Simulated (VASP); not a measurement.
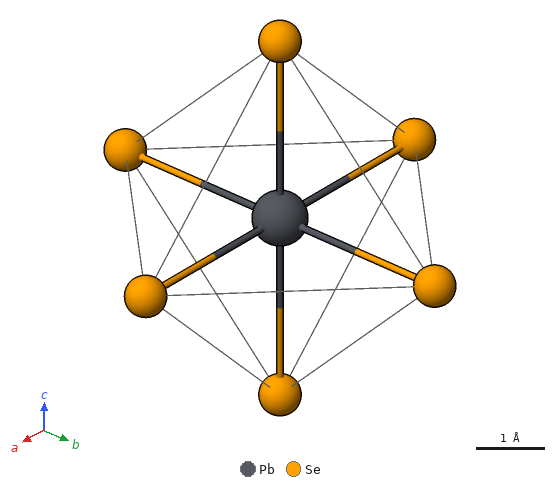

Coordination of Pb in PbSe (Fm-3m). Continuous shape measures are computed against ideal polyhedra (0 is ideal; above about 3 the distortion is strong). Origin: the end point of a relaxation with VASP Kohn-Sham DFT of a periodic cell, PBEsol with D3, VASP PAW PBE potentials, recommended (VASP).

### Name the coordination polyhedron and say how regular it is.

PbSe6: an essentially ideal octahedron (coordination number 6, S = 0.00; next best trigonal prism, S = 16.7).

### Does the central atom sit at the centroid of its ligands?

Yes, to within 0.01 Å; the site symmetry is m-3m.

### How long are the bonds?

6 × Pb–Se 3.03 Å. The next neighbour, not counted, lies at 4.29 Å.
